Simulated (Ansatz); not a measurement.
**CrI3: geometry relaxation (part 1 of 4)**

The run: geometry relaxation of CrI3 (P3₁12, 24 atoms in the cell). Method and program: DFT PBE, scalar-relativistic, plane waves, PAW, spin-polarised (Ansatz 0.2.0).

The structure derives from a Materials Project entry. It belongs to a series of runs on one base structure; here: structure listed in a database for this formula (P3_112, No. 151). Figures and captions count atoms from 1; the log counts them from 0 in places.

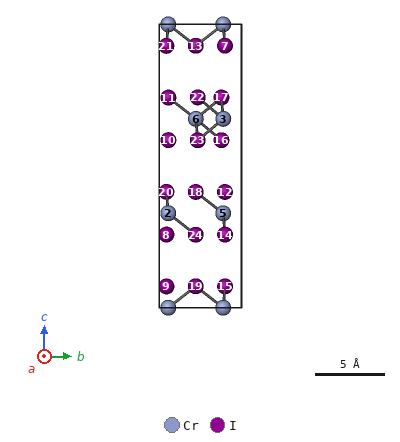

**Figure 1.** The structure as given in the input (ball-and-stick view of the cell of the calculation, along the a axis; atoms are numbered from 1 in the order of the input).

## The input
```yaml
crystal:
  lattice:
    - [6.9685486799, 0.0, 0.0]
    - [-3.4842743399, 6.0349401843, 0.0]
    - [0.0, 0.0, 20.7558563477]
  atoms:
    - { symbol: Cr, position: [0.22104815, 0.11052407, 0.0], spin: 3.26 }
    - { symbol: Cr, position: [0.88947592, 0.11052407, 0.33333333], spin: 3.26 }
    - { symbol: Cr, position: [0.88947592, 0.77895185, 0.66666667], spin: 3.26 }
    - { symbol: Cr, position: [0.55478676, 0.77739338, 0.0], spin: 3.26 }
    - { symbol: Cr, position: [0.22260662, 0.77739338, 0.33333333], spin: 3.26 }
    - { symbol: Cr, position: [0.22260662, 0.44521324, 0.66666667], spin: 3.26 }
    - { symbol: I, position: [0.88776395, 0.79907555, 0.92486928] }
    - { symbol: I, position: [0.20092445, 0.0886884, 0.25820261] }
    - { symbol: I, position: [0.88776395, 0.0886884, 0.07513072] }
    - { symbol: I, position: [0.9113116, 0.11223605, 0.59153594] }
    - { symbol: I, position: [0.20092445, 0.11223605, 0.74179739] }
    - { symbol: I, position: [0.9113116, 0.79907555, 0.40846406] }
    - { symbol: I, position: [0.24418299, 0.44417362, 0.92466634] }
    - { symbol: I, position: [0.55582638, 0.80000937, 0.25799967] }
    - { symbol: I, position: [0.24418299, 0.80000937, 0.07533366] }
    - { symbol: I, position: [0.19999063, 0.75581701, 0.591333] }
    - { symbol: I, position: [0.55582638, 0.75581701, 0.74200033] }
    - { symbol: I, position: [0.19999063, 0.44417362, 0.408667] }
    - { symbol: I, position: [0.53183183, 0.44390725, 0.07565284] }
    - { symbol: I, position: [0.55609275, 0.08792458, 0.40898617] }
    - { symbol: I, position: [0.53183183, 0.08792458, 0.92434716] }
    - { symbol: I, position: [0.91207542, 0.46816817, 0.7423195] }
    - { symbol: I, position: [0.55609275, 0.46816817, 0.59101383] }
    - { symbol: I, position: [0.91207542, 0.44390725, 0.2576805] }
basis:
  ecutwfc: 420
kpoints:
  mp_grid: { grid: [6, 6, 2] }
hamiltonian:
  xc: pbe
scf:
  occupations: { method: gaussian, width: 0.02 }
output:
  forces: true
  stress: true
  eigenvalues: true
  populations: true
  write_density: true
  write_potential: true
  elf: true
  volumetric_format: npy
magnetization:
  spin_polarized: true
relax:
  adjacent_minimum: "off"
  f_tol: 0.01
  max_steps: 80
  cell: { stress_tol: 0.05 }
```

Run as:
```bash
ansatz run input.yaml --threads 8 --pin off --max-ram 20480MiB --backend cpu --events-out ev --progress --plain --runs-dir out
```

## Output
```
Engine: ansatz 0.2.0, x86_64-unknown-linux-gnu
Pseudopotentials: kind: paw
Pseudopotential: Cr, paw, valence charge 14, recommended cutoff 420 eV (normal), Cr.paw.azcp
Pseudopotential: I, paw, valence charge 17, recommended cutoff 420 eV (normal), I.paw.azcp
Functional definition: PBE
  parameter kappa = 0.804
  parameter beta = 0.06672455060314922
  exchange = pbe_x(kappa = kappa, mu = beta*pi^2/3)
  correlation = pbe_c(beta = beta)
Crystal: 24 atoms, lattice volume = 872.883 Å³
Basis set: ecut = 420 eV, 17079 PW (Γ), exchange–correlation on 96×96×288 points (8 copies of the dense FFT grid, shifted against one another)
Bands: 246, of which v1, the nominal top of the filled ones, is band 195 counted from 1 (194 counted from 0)
Symmetry: 6 space group operations
Space group: P3112 (ITA 151), of the structure as read, at distance tolerance 9.6e-5 Å
Magnetic group: BNS 151.29 (UNI 1259), of the structure as read, at distance tolerance 9.6e-5 Å
k-points: 14 of 72 (time reversal used)
Non-local potential: Cr, projectors of the file, l = 0: 3, l = 1: 2, l = 2: 3, l = 3: 1
Non-local potential: I, projectors of the file, l = 0: 2, l = 1: 2, l = 2: 2, l = 3: 2
PAW form: soft (Blöchl's): semilocal exchange-correlation on the pseudo side does not see the compensation charge
PAW one-centre angular grid: Cr, 590 points (default); XC on 64 Gauss nodes
PAW one-centre angular grid: I, 590 points (default); XC on 64 Gauss nodes
Initial density: superposition of atomic densities (chi_scale 0.1, normalization cell, long waves kept (reshape's long-wave potential 0.09 eV rms))
Starting moments: Σ|m| = 19.56 μB on 6 of 24 sites
Initial wavefunctions: pseudopotential atomic-orbital guess
Functional: x = pbe(κ = 0.804, μ = 0.2195149727645171), c = pbe(β = 0.06672455060314922)
SCF iter   1: F=—  HF=-155514.770063 eV  |F-HF|=—  |Δ(HF+E_count)|=         —  Δρ=2.71e-2 (↑2.71e-2 ↓1.57e-2)  dr2=3.30e1  dr2_m=1.32e0  M=18.000 μB ∫|m|=21.405 μB  β_m=0.30  ethr=3.10e-3  ⟨swp⟩=7.6  Hψ=28113  notcnv=0  defer=336
Mixer restart at iter 1: flushing history
preconditioner: auto → Resta (q_TF=auto, 2.385 Å⁻¹)  ε∞=4.4  [insulator: Δε(μ)=0.760 eV  Ē_g=8.732 eV  σ=0.020 eV  W_gap=1.00  n_scr=212 (ndim 8)  ℏωp=16.0 eV  f_vac=0.135  D(μ)=0.00/eV (n_scr^D=0)  ε∞_Penn≈4.4]
spin=Collinear: Resta preconditioning applied to the charge; magnetization (m = ρ↑ − ρ↓) channel mixes plain (no charge-response kernel on spin).
SCF iter   2: F=—  HF=-155509.969116 eV  |F-HF|=—  |Δ(HF+E_count)|=    4.80e0  Δρ=1.38e-2 (↑1.38e-2 ↓1.16e-2)  dr2=7.18e0  dr2_m=5.42e-1  M=18.000 μB ∫|m|=21.315 μB  β_m=0.40  ethr=3.10e-3  ⟨swp⟩=3.1  Hψ=9131  notcnv=0  defer=993
SCF iter   3: F=—  HF=-155508.768779 eV  |F-HF|=—  |Δ(HF+E_count)|=    1.20e0  Δρ=7.15e-3 (↑7.15e-3 ↓6.36e-3)  dr2=8.75e-1  dr2_m=2.00e-1  M=18.000 μB ∫|m|=21.514 μB  β_m=0.51  ethr=1.84e-3  ⟨swp⟩=2.2  Hψ=8976  notcnv=0  defer=993
SCF iter   4: F=—  HF=-155509.119255 eV  |F-HF|=—  |Δ(HF+E_count)|=   3.50e-1  Δρ=2.92e-3 (↑2.27e-3 ↓2.92e-3)  dr2=2.10e-1  dr2_m=2.03e-2  M=18.000 μB ∫|m|=21.638 μB  β_m=0.70  ethr=2.24e-4  ⟨swp⟩=3.0  Hψ=10083  notcnv=0  defer=993
SCF iter   5: F=—  HF=-155509.202727 eV  |F-HF|=—  |Δ(HF+E_count)|=         —  Δρ=7.92e-4 (↑7.92e-4 ↓3.94e-4)  dr2=4.54e-3  dr2_m=1.84e-3  M=18.000 μB ∫|m|=21.770 μB  β_m=0.70  ethr=5.40e-5  ⟨swp⟩=3.3  Hψ=9910  notcnv=0  defer=993
SCF iter   6: F=—  HF=-155509.205749 eV  |F-HF|=—  |Δ(HF+E_count)|=   3.02e-3  Δρ=5.67e-4 (↑5.67e-4 ↓1.85e-4)  dr2=5.42e-3  dr2_m=3.77e-4  M=18.000 μB ∫|m|=21.790 μB  β_m=0.85  ethr=1.16e-6  ⟨swp⟩=2.0  Hψ=9686  notcnv=0  defer=993
SCF iter   7: F=—  HF=-155509.208079 eV  |F-HF|=—  |Δ(HF+E_count)|=         —  Δρ=6.61e-5 (↑5.26e-5 ↓6.61e-5)  dr2=1.75e-4  dr2_m=6.62e-6  M=18.000 μB ∫|m|=21.790 μB  β_m=0.85  ethr=1.16e-6  ⟨swp⟩=2.0  Hψ=10038  notcnv=0  defer=993
SCF iter   8: F=—  HF=-155509.208234 eV  |F-HF|=—  |Δ(HF+E_count)|=   1.55e-4  Δρ=7.40e-5 (↑7.40e-5 ↓2.65e-5)  dr2=1.02e-4  dr2_m=6.75e-6  M=18.000 μB ∫|m|=21.786 μB  β_m=0.92  ethr=4.49e-8  ⟨swp⟩=2.0  Hψ=12255  notcnv=0  defer=993
SCF iter   9: F=—  HF=-155509.208306 eV  |F-HF|=—  |Δ(HF+E_count)|=   7.18e-5  Δρ=8.94e-5 (↑8.94e-5 ↓2.89e-5)  dr2=1.27e-4  dr2_m=8.29e-6  M=18.000 μB ∫|m|=21.786 μB  β_m=0.71  ethr=2.62e-8  ⟨swp⟩=2.0  Hψ=12610  notcnv=0  defer=993
SCF iter  10: F=—  HF=-155509.208314 eV  |F-HF|=—  |Δ(HF+E_count)|=   8.58e-6  Δρ=1.82e-5 (↑1.82e-5 ↓9.92e-6)  dr2=6.69e-6  dr2_m=4.74e-7  M=18.000 μB ∫|m|=21.787 μB  β_m=0.79  ethr=2.62e-8  ⟨swp⟩=2.0  Hψ=9397  notcnv=0  defer=993
SCF iter  11: F=—  HF=-155509.208316 eV  |F-HF|=—  |Δ(HF+E_count)|=   1.97e-6  Δρ=2.89e-6 (↑2.89e-6 ↓1.93e-6)  dr2=2.26e-7  dr2_m=1.27e-8  M=18.000 μB ∫|m|=21.787 μB  β_m=0.89  ethr=1.72e-9  ⟨swp⟩=2.0  Hψ=9542  notcnv=0  defer=993
SCF iter  12: F=-155509.208317 eV  HF=-155509.208317 eV  |F-HF|=1.76e-8  |Δ(HF+E_count)|=   5.95e-7  Δρ=1.29e-6 (↑1.29e-6 ↓8.01e-7)  dr2=5.82e-8  dr2_m=7.39e-10  M=18.000 μB ∫|m|=21.787 μB  ethr=2.56e-11  ⟨swp⟩=18.7  Hψ=58029  notcnv=0
SCF 1 converged in 12 iterations: F = -155509.208317 eV  dr2 = 5.82e-8
  greatest PAW one-centre occupation: 1.000 electrons in one spin orbital (limit 2), on the Cr atom at site 5 (counted from 0), in its partial waves of l = 0
relax step   1: F+E_penalty+E_count = -155509.20831695 eV  Δ(F+E_penalty+E_count) = +0.000e0 eV  max|allowed force component| = 6.571e-2 eV/Å  Δτ_max = 0.0000 Å  P = +0.148 GPa  Ω = 872.883 Å³  (12 SCF iters, dr2 threshold 1.00e-7 eV, accepted)
Crystal: 24 atoms, lattice volume = 927.073 Å³
Basis set: ecut = 420 eV, 18161 PW (Γ), exchange–correlation on 96×96×288 points (8 copies of the dense FFT grid, shifted against one another)
Initial density: handed on by an earlier stage of this run
Starting moments: Σ|m| = 19.56 μB on 6 of 24 sites; this step starts from the density that it was given
Initial wavefunctions: those handed on with the density
iter 1 solved again at ethr=7.29e-5 eV; its pass at ethr=3.10e-3 eV (dr2=2.85e-1 eV) is discarded
SCF iter   1: F=—  HF=-155509.253801 eV  |F-HF|=—  |Δ(HF+E_count)|=         —  Δρ=3.66e-3 (↑3.66e-3 ↓2.97e-3)  dr2=3.15e-1  dr2_m=3.13e-2  M=18.000 μB ∫|m|=21.856 μB  β_m=0.30  ethr=7.29e-5  ⟨swp⟩=6.1  Hψ=35643  notcnv=0  defer=8
preconditioner: auto → Resta (q_TF=auto, 2.362 Å⁻¹)  ε∞=4.0  [insulator: Δε(μ)=1.206 eV  Ē_g=8.892 eV  σ=0.020 eV  W_gap=1.00  n_scr=214 (ndim 8)  ℏωp=15.5 eV  f_vac=0.215  D(μ)=0.00/eV (n_scr^D=0)  ε∞_Penn≈4.0]
spin=Collinear: Resta preconditioning applied to the charge; magnetization (m = ρ↑ − ρ↓) channel mixes plain (no charge-response kernel on spin).
SCF iter   2: F=—  HF=-155509.221915 eV  |F-HF|=—  |Δ(HF+E_count)|=   3.19e-2  Δρ=2.52e-3 (↑2.52e-3 ↓2.00e-3)  dr2=1.28e-1  dr2_m=1.63e-2  M=18.000 μB ∫|m|=21.842 μB  β_m=0.56  ethr=7.29e-5  ⟨swp⟩=3.5  Hψ=9095  notcnv=0  defer=44
SCF iter   3: F=—  HF=-155509.225754 eV  |F-HF|=—  |Δ(HF+E_count)|=         —  Δρ=5.40e-4 (↑5.35e-4 ↓5.40e-4)  dr2=6.73e-3  dr2_m=6.17e-4  M=18.000 μB ∫|m|=21.788 μB  β_m=0.56  ethr=3.27e-5  ⟨swp⟩=4.6  Hψ=15013  notcnv=0  defer=45
SCF iter   4: F=—  HF=-155509.226916 eV  |F-HF|=—  |Δ(HF+E_count)|=   1.16e-3  Δρ=2.98e-4 (↑2.98e-4 ↓2.68e-4)  dr2=2.16e-3  dr2_m=2.01e-4  M=18.000 μB ∫|m|=21.783 μB  β_m=0.78  ethr=1.73e-6  ⟨swp⟩=2.6  Hψ=12391  notcnv=0  defer=44
SCF iter   5: F=—  HF=-155509.228189 eV  |F-HF|=—  |Δ(HF+E_count)|=   1.27e-3  Δρ=1.82e-4 (↑1.82e-4 ↓6.28e-5)  dr2=3.11e-4  dr2_m=6.13e-5  M=18.000 μB ∫|m|=21.762 μB  β_m=0.69  ethr=5.53e-7  ⟨swp⟩=2.0  Hψ=11916  notcnv=0  defer=144
SCF iter   6: F=—  HF=-155509.228171 eV  |F-HF|=—  |Δ(HF+E_count)|=   1.80e-5  Δρ=3.68e-5 (↑3.68e-5 ↓3.06e-5)  dr2=4.64e-5  dr2_m=2.87e-6  M=18.000 μB ∫|m|=21.765 μB  β_m=0.84  ethr=7.97e-8  ⟨swp⟩=2.0  Hψ=12412  notcnv=0  defer=144
SCF iter   7: F=—  HF=-155509.228264 eV  |F-HF|=—  |Δ(HF+E_count)|=   9.29e-5  Δρ=1.60e-5 (↑1.60e-5 ↓1.26e-5)  dr2=1.73e-5  dr2_m=1.29e-7  M=18.000 μB ∫|m|=21.763 μB  β_m=0.92  ethr=1.19e-8  ⟨swp⟩=2.0  Hψ=9037  notcnv=0  defer=145
SCF iter   8: F=—  HF=-155509.228279 eV  |F-HF|=—  |Δ(HF+E_count)|=   1.50e-5  Δρ=6.85e-6 (↑6.85e-6 ↓5.27e-6)  dr2=1.43e-6  dr2_m=6.27e-8  M=18.000 μB ∫|m|=21.763 μB  β_m=0.96  ethr=4.44e-9  ⟨swp⟩=2.9  Hψ=12431  notcnv=0  defer=145
SCF iter   9: F=—  HF=-155509.228280 eV  |F-HF|=—  |Δ(HF+E_count)|=   1.04e-6  Δρ=3.69e-6 (↑3.69e-6 ↓1.77e-6)  dr2=3.06e-7  dr2_m=1.24e-8  M=18.000 μB ∫|m|=21.763 μB  β_m=0.98  ethr=3.67e-10  ⟨swp⟩=3.0  Hψ=12118  notcnv=0  defer=145
SCF iter  10: F=—  HF=-155509.228280 eV  |F-HF|=—  |Δ(HF+E_count)|=   1.83e-7  Δρ=1.32e-6 (↑1.32e-6 ↓7.18e-7)  dr2=4.26e-8  dr2_m=1.24e-9  M=18.000 μB ∫|m|=21.763 μB  β_m=0.99  ethr=7.84e-11  ⟨swp⟩=2.5  Hψ=13094  notcnv=0  defer=145
SCF iter  11: F=-155509.228280 eV  HF=-155509.228280 eV  |F-HF|=1.24e-8  |Δ(HF+E_count)|=   3.31e-8  Δρ=7.50e-7 (↑7.50e-7 ↓3.67e-7)  dr2=1.62e-8  dr2_m=3.91e-10  M=18.000 μB ∫|m|=21.763 μB  ethr=1.09e-11  ⟨swp⟩=12.1  Hψ=49047  notcnv=0
SCF 2 converged in 11 iterations: F = -155509.228280 eV  dr2 = 1.62e-8
[... from here on the iterations of each SCF are left out, up to the last one ...]
relax step   2: F+E_penalty+E_count = -155509.22828007 eV  Δ(F+E_penalty+E_count) = -1.996e-2 eV  max|allowed force component| = 1.532e-1 eV/Å  Δτ_max = 0.1095 Å  P = +0.243 GPa  Ω = 927.073 Å³  energy of the carried Pulay correction = -6.888e-3 eV  (11 SCF iters, dr2 threshold 2.70e-7 eV, accepted)
[... from here on the SCF iterations and repeated set-up lines of each step are left out, up to the last step ...]
SCF 3 converged in 10 iterations: F = -155509.287960 eV  dr2 = 3.58e-8
relax step   3: F+E_penalty+E_count = -155509.28795953 eV  Δ(F+E_penalty+E_count) = -5.968e-2 eV  max|allowed force component| = 1.777e-2 eV/Å  Δτ_max = 0.0306 Å  P = +0.069 GPa  Ω = 917.371 Å³  energy of the carried Pulay correction = -5.685e-3 eV  (10 SCF iters, dr2 threshold 1.69e-6 eV, accepted)
SCF 4 converged in 9 iterations: F = -155509.302580 eV  dr2 = 1.16e-7
relax step   4: F+E_penalty+E_count = -155509.30257974 eV  Δ(F+E_penalty+E_count) = -1.462e-2 eV  max|allowed force component| = 6.737e-3 eV/Å  Δτ_max = 0.0492 Å  P = -0.017 GPa  Ω = 943.410 Å³  energy of the carried Pulay correction = -8.884e-3 eV  (9 SCF iters, dr2 threshold 1.51e-7 eV, accepted)
SCF 5 converged in 13 iterations: F = -155509.317845 eV  dr2 = 2.85e-11
relax step   5: F+E_penalty+E_count = -155509.31784483 eV  Δ(F+E_penalty+E_count) = -1.527e-2 eV  max|allowed force component| = 6.730e-3 eV/Å  Δτ_max = 0.0000 Å  P = +0.008 GPa  Ω = 943.410 Å³  stress off target by 5.13e-2 GPa  SCF on the basis re-selected at this cell (its energy is not comparable with the rows above)  (13 SCF iters)
SCF 6 converged in 10 iterations: F = -155509.319418 eV  dr2 = 6.86e-10
relax step   6: F+E_penalty+E_count = -155509.31941789 eV  Δ(F+E_penalty+E_count) = -1.573e-3 eV  max|allowed force component| = 6.357e-3 eV/Å  Δτ_max = 0.0151 Å  P = +0.020 GPa  Ω = 952.115 Å³  energy of the carried Pulay correction = -1.099e-3 eV  (10 SCF iters, dr2 threshold 6.59e-9 eV, accepted)
SCF 7 converged in 14 iterations: F = -155509.319295 eV  dr2 = 5.49e-13
relax step   7: F+E_penalty+E_count = -155509.31929521 eV  Δ(F+E_penalty+E_count) = +1.227e-4 eV  max|allowed force component| = 4.139e-3 eV/Å  Δτ_max = 0.0188 Å  P = +0.014 GPa  Ω = 963.029 Å³  energy of the carried Pulay correction = -2.574e-3 eV  (14 SCF iters, accepted)
SCF 8 converged in 10 iterations: F = -155509.318997 eV  dr2 = 3.17e-11
relax step   8: F+E_penalty+E_count = -155509.31899748 eV  Δ(F+E_penalty+E_count) = +2.977e-4 eV  max|allowed force component| = 1.263e-3 eV/Å  Δτ_max = 0.0067 Å  P = +0.003 GPa  Ω = 965.919 Å³  energy of the carried Pulay correction = -2.983e-3 eV  (10 SCF iters, accepted)
Basis set: ecut = 420 eV, 18849 PW (Γ), exchange–correlation on 96×96×320 points (8 copies of the dense FFT grid, shifted against one another)
iter 1 solved again at ethr=7.54e-7 eV; its pass at ethr=3.10e-3 eV (dr2=2.94e-3 eV) is discarded
SCF iter   1: F=—  HF=-155509.203901 eV  |F-HF|=—  |Δ(HF+E_count)|=         —  Δρ=2.80e-4 (↑2.80e-4 ↓2.71e-4)  dr2=1.07e-4  dr2_m=5.20e-6  M=18.000 μB ∫|m|=21.799 μB  β_m=0.65  ethr=7.54e-7  ⟨swp⟩=7.3  Hψ=48465  notcnv=0  defer=6
preconditioner: auto → Resta (q_TF=auto, 2.346 Å⁻¹)  ε∞=4.0  [insulator: Δε(μ)=1.220 eV  Ē_g=8.840 eV  σ=0.020 eV  W_gap=1.00  n_scr=214 (ndim 8)  ℏωp=15.2 eV  f_vac=0.236  D(μ)=0.00/eV (n_scr^D=0)  ε∞_Penn≈4.0]
spin=Collinear: Resta preconditioning applied to the charge; magnetization (m = ρ↑ − ρ↓) channel mixes plain (no charge-response kernel on spin).
SCF iter   2: F=—  HF=-155509.298936 eV  |F-HF|=—  |Δ(HF+E_count)|=   9.50e-2  Δρ=9.97e-5 (↑9.97e-5 ↓9.64e-5)  dr2=1.45e-5  dr2_m=6.55e-7  M=18.000 μB ∫|m|=21.799 μB  β_m=0.56  ethr=2.75e-8  ⟨swp⟩=4.3  Hψ=14010  notcnv=0  defer=60
SCF iter   3: F=—  HF=-155509.316466 eV  |F-HF|=—  |Δ(HF+E_count)|=   1.75e-2  Δρ=4.67e-5 (↑4.67e-5 ↓4.51e-5)  dr2=4.34e-6  dr2_m=1.46e-7  M=18.000 μB ∫|m|=21.799 μB  β_m=0.78  ethr=3.71e-9  ⟨swp⟩=3.0  Hψ=11794  notcnv=0  defer=62
SCF iter   4: F=—  HF=-155509.321973 eV  |F-HF|=—  |Δ(HF+E_count)|=   5.51e-3  Δρ=3.39e-6 (↑3.39e-6 ↓3.28e-6)  dr2=6.29e-7  dr2_m=9.74e-10  M=18.000 μB ∫|m|=21.799 μB  β_m=0.84  ethr=1.11e-9  ⟨swp⟩=3.0  Hψ=11128  notcnv=0  defer=62
SCF iter   5: F=—  HF=-155509.321992 eV  |F-HF|=—  |Δ(HF+E_count)|=   1.92e-5  Δρ=1.14e-6 (↑1.14e-6 ↓1.01e-6)  dr2=1.70e-7  dr2_m=4.22e-10  M=18.000 μB ∫|m|=21.799 μB  β_m=0.85  ethr=1.61e-10  ⟨swp⟩=2.0  Hψ=9212  notcnv=0  defer=64
SCF iter   6: F=—  HF=-155509.321993 eV  |F-HF|=—  |Δ(HF+E_count)|=   3.67e-7  Δρ=5.64e-7 (↑5.64e-7 ↓4.78e-7)  dr2=5.73e-8  dr2_m=4.18e-11  M=18.000 μB ∫|m|=21.799 μB  β_m=0.93  ethr=4.37e-11  ⟨swp⟩=2.0  Hψ=8769  notcnv=0  defer=64
SCF iter   7: F=—  HF=-155509.321993 eV  |F-HF|=—  |Δ(HF+E_count)|=   7.02e-8  Δρ=3.82e-7 (↑3.82e-7 ↓1.79e-7)  dr2=5.33e-9  dr2_m=1.30e-10  M=18.000 μB ∫|m|=21.799 μB  β_m=0.87  ethr=1.47e-11  ⟨swp⟩=2.0  Hψ=8826  notcnv=0  defer=64
SCF iter   8: F=—  HF=-155509.321992 eV  |F-HF|=—  |Δ(HF+E_count)|=   1.30e-6  Δρ=1.29e-7 (↑1.29e-7 ↓9.86e-8)  dr2=1.73e-9  dr2_m=1.60e-11  M=18.000 μB ∫|m|=21.799 μB  β_m=0.94  ethr=1.37e-12  ⟨swp⟩=2.9  Hψ=11481  notcnv=0  defer=64
SCF iter   9: F=—  HF=-155509.321992 eV  |F-HF|=—  |Δ(HF+E_count)|=   1.98e-9  Δρ=4.42e-8 (↑4.42e-8 ↓3.94e-8)  dr2=2.55e-10  dr2_m=7.04e-13  M=18.000 μB ∫|m|=21.799 μB  β_m=0.97  ethr=1.00e-12  ⟨swp⟩=2.0  Hψ=8653  notcnv=0  defer=64
SCF iter  10: F=-155509.321992 eV  HF=-155509.321992 eV  |F-HF|=2.91e-11  |Δ(HF+E_count)|=  1.75e-10  Δρ=4.10e-8 (↑4.10e-8 ↓2.07e-8)  dr2=4.26e-11  dr2_m=1.12e-12  M=18.000 μB ∫|m|=21.799 μB  ethr=1.00e-12  ⟨swp⟩=9.6  Hψ=34748  notcnv=0
SCF 9 converged in 10 iterations: F = -155509.321992 eV  dr2 = 4.26e-11
relax step   9: F+E_penalty+E_count = -155509.32199162 eV  Δ(F+E_penalty+E_count) = -2.994e-3 eV  max|allowed force component| = 1.246e-3 eV/Å  Δτ_max = 0.0000 Å  P = +0.001 GPa  Ω = 965.919 Å³  stress off target by 3.28e-3 GPa  SCF on the basis re-selected at this cell (its energy is not comparable with the rows above)  (10 SCF iters)
```
